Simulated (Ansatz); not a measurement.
**Zn: 8 runs along one coordinate**

System: Zn (2 atoms in the cell).
Method: DFT PBEsol, scalar-relativistic, plane waves, PAW, no spin polarisation (Ansatz 0.2.0).

The 8 runs differ only in the geometry, by a strain of the cell at fixed fractional positions. Against run 5, the strain is εxx = η and εyy = η. The structure derives from an entry of the Crystallography Open Database.

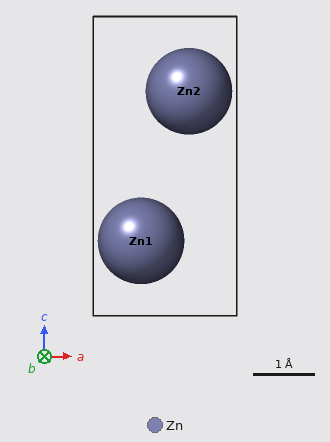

Figure 1. The structure of run 5 (spheres-only view of the cell of the calculation, along the b axis; atoms are numbered from 1 in the order of the input). An atom can appear more than once, as a periodic image.

## Input of run 5
```yaml
crystal:
  lattice:
    - [2.7447419948, 0.0, 0.0]
    - [-1.3723709974, 2.3770162943, 0.0]
    - [0.0, 0.0, 4.9467]
  atoms:
    - { symbol: Zn, position: [0.3333333333, 0.6666666667, 0.25] }
    - { symbol: Zn, position: [0.6666666667, 0.3333333333, 0.75] }
basis:
  ecutwfc: 420
kpoints:
  mp_grid: { grid: [24, 24, 10] }
hamiltonian:
  xc: pbesol
scf:
  occupations: { method: gaussian, width: 0.15 }
output:
  forces: true
  stress: true
  eigenvalues: true
```

Command:
```bash
ansatz run input.yaml --threads 1 --pin off --max-ram 2560MiB --backend cpu --events-out ev --progress --plain --runs-dir out
```

Lattice vectors (Å) and fractional positions of run 5:
```
   2.744742    0.000000    0.000000
  -1.372371    2.377016    0.000000
   0.000000    0.000000    4.946700
Zn  0.333333  0.666667  0.250000
Zn  0.666667  0.333333  0.750000
```

Run 7 differs from it as follows:
```diff
-    - [2.7447419948, 0.0, 0.0]
-    - [-1.3723709974, 2.3770162943, 0.0]
+    - [2.804699951, 0.0, 0.0]
+    - [-1.4023499755, 2.4289414075, 0.0]
```

## Results, with one run withheld

```tsv
run	strain parameter η (%)	free energy per atom, from the lowest run given (meV)	pressure (GPa)
1	−8.7379	30.35	8.32
2	−7.2816	7.96	3.81
3	−5.8252	0.00	0.10
4	−4.3689	4.07	−2.94
5	0.0000	66.38	−8.72
6	1.4563	96.66	−9.82
7	2.1845	?	?
8	2.9126	129.85	−10.64
```

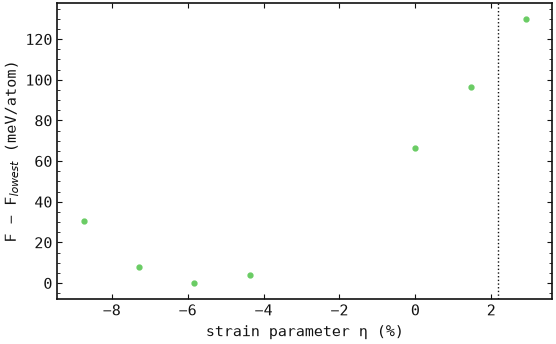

Figure 2. Free energy per atom of the runs given; the dotted line marks run 7.

What should run 7 give?

A cubic polynomial in the coordinate, fitted to the 7 runs given, misses them by at most 0.42 meV per atom. With x = η + 3.1207, it reads F = 15.043 + 11.5 x + 1.9085 x² − 0.11034 x³ (meV per atom). At run 7 it gives 113.29 meV per atom, and the run itself gives 112.92. The fit has its minimum at η = −5.6003 %.

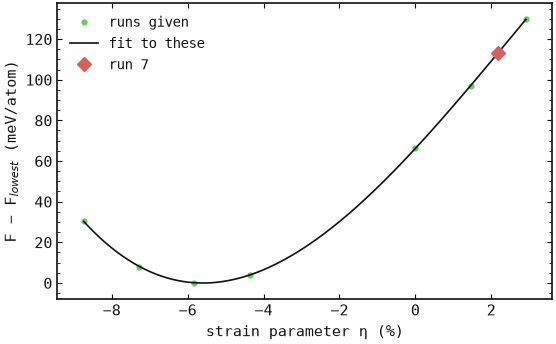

Figure 3. The fit and the withheld run.

## Output, shortened to warnings, some set-up lines, iterations and results (run 7)
```
Basis set: ecut = 420 eV, 677 PW (Γ), exchange–correlation on 40×40×72 points (8 copies of the dense FFT grid, shifted against one another)
Symmetry: 24 space group operations
k-points: 366 of 5760
Initial density: superposition of atomic densities (neutral atoms: chi_scale 0, normalization atom), corrected by the library's trained network
[...]
SCF iter   1: F=—  HF=-6561.587722 eV  |F-HF|=—  |Δ(HF+E_count)|=         —  Δρ=2.88e-3  dr2=1.49e-3  ethr=1.77e-3  ⟨swp⟩=4.9  Hψ=28284  notcnv=0
SCF iter   2: F=—  HF=-6561.586625 eV  |F-HF|=—  |Δ(HF+E_count)|=   1.10e-3  Δρ=6.22e-4  dr2=9.78e-5  ethr=6.22e-6  ⟨swp⟩=2.0  Hψ=13078  notcnv=0
SCF iter   3: F=—  HF=-6561.586567 eV  |F-HF|=—  |Δ(HF+E_count)|=   5.81e-5  Δρ=3.60e-4  dr2=2.84e-5  ethr=4.08e-7  ⟨swp⟩=2.7  Hψ=10645  notcnv=0
SCF iter   4: F=—  HF=-6561.586555 eV  |F-HF|=—  |Δ(HF+E_count)|=   1.19e-5  Δρ=5.92e-5  dr2=6.03e-7  ethr=1.18e-7  ⟨swp⟩=2.1  Hψ=10259  notcnv=0
SCF iter   5: F=-6561.586555 eV  HF=-6561.586555 eV  |F-HF|=7.50e-9  |Δ(HF+E_count)|=   6.99e-8  Δρ=1.83e-5  dr2=6.18e-8  ethr=2.51e-9  ⟨swp⟩=2.0  Hψ=10247  notcnv=0
SCF iter   6: F=-6561.586555 eV  HF=-6561.586555 eV  |F-HF|=2.10e-9  |Δ(HF+E_count)|=   7.89e-9  Δρ=4.14e-6  dr2=3.46e-9  ethr=2.58e-10  ⟨swp⟩=2.4  Hψ=22640  notcnv=0
SCF 1 converged in 6 iterations: F = -6561.586555 eV  dr2 = 3.46e-9
SCF converged after 6 iterations
Free energy (F): -6561.586555 eV
Harris-Foulkes:  -6561.586555 eV  (|F-HF|=2.10e-9)
Internal energy: -6561.579305 eV  (E = F + TS)
E sigma→0 (E₀):  -6561.582930 eV
Entropy (-TS):   -0.007250 eV (-3.625 meV/atom)
Fermi energy:    9.441167 eV
--- Per-component energies (eV) ---
  E_band       = 65.052125
  E_kinetic    = 260.173142
  E_local      = -3202.037144  (includes V_loc(G=0)·N_el)
  E_nonlocal   = 1225.596523
  E_hartree    = 1335.566355
  E_xc         = -270.691728
  E_vxc        = -104.027347  (∫ρ·V_xc dr)
  E_paw        = -3577.818796  (= ΣΔE_a)
  E_vpaw       = -785.789279  (= ΣTr[D̂ρ^β])
  E_aug_tail   = -0.000716  (compensation charges beyond the density's cutoff)
  E_ewald      = -2333.961651
  E_core_change = 1.594710  (= ΣΔE_core)
  E_smearing   = -0.007250  (= −TS)
  E_closure    = 0.000000  (closes the sum)
  Σ components = -6561.586555   (vs F -6561.586555, Δ=0.00e0)
--- Forces (eV/Å), atoms counted from 1 ---
  atom   1  Zn     0.00000000     0.00000000     0.00000000
  atom   2  Zn     0.00000000     0.00000000     0.00000000
  max |Σ_I F_I| component: 1.85e-17 eV/Å
--- Stress (GPa, compression-positive) ---
      -11.079789       0.000000       0.000000
        0.000000     -11.079789       0.000000
        0.000000       0.000000      -8.636713
  P = ⅓ Tr σ = -10.2654 GPa (-102.654 kbar)
```
